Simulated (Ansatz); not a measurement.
Here is a crystal structure:

```cif
data_structure
_symmetry_space_group_name_H-M 'P 6/m m m'
_symmetry_Int_Tables_number 191
_cell_length_a 4.3364
_cell_length_b 4.3364
_cell_length_c 2.6677
_cell_angle_alpha 90.000
_cell_angle_beta 90.000
_cell_angle_gamma 120.000
_cell_volume 43.44
loop_
_atom_site_label
_atom_site_type_symbol
_atom_site_symmetry_multiplicity
_atom_site_Wyckoff_symbol
_atom_site_fract_x
_atom_site_fract_y
_atom_site_fract_z
_atom_site_occupancy
Ir1 Ir 2 d 0.66667 0.33333 0.50000 1
Ir2 Ir 1 a 0.00000 0.00000 0.00000 1
```

Summarise the structure in words.

Answer. The element is iridium. Space group P6/mmm (No. 191), lattice primitive hexagonal. Prototype: ω phase (AlB₂-like). The cell holds three atoms.

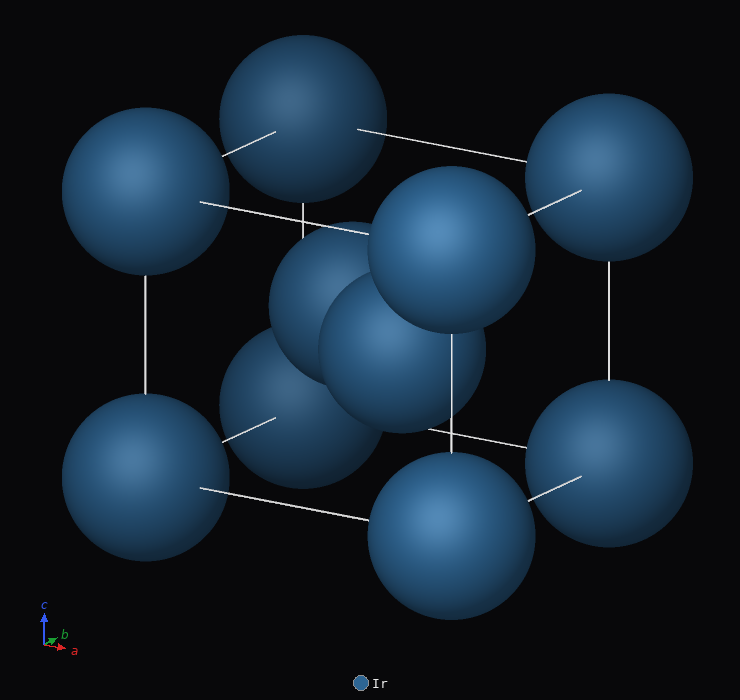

Crystal structure, spheres-only style, seen slightly off an axis. The parallelepiped is the conventional unit cell.

The structure was taken from a structure listed in the Materials Project, with elements exchanged, so it need not be a known form of the compound. A relaxation with Ansatz 0.2.0, DFT PBEsol, scalar-relativistic, plane waves, PAW gave the geometry drawn.
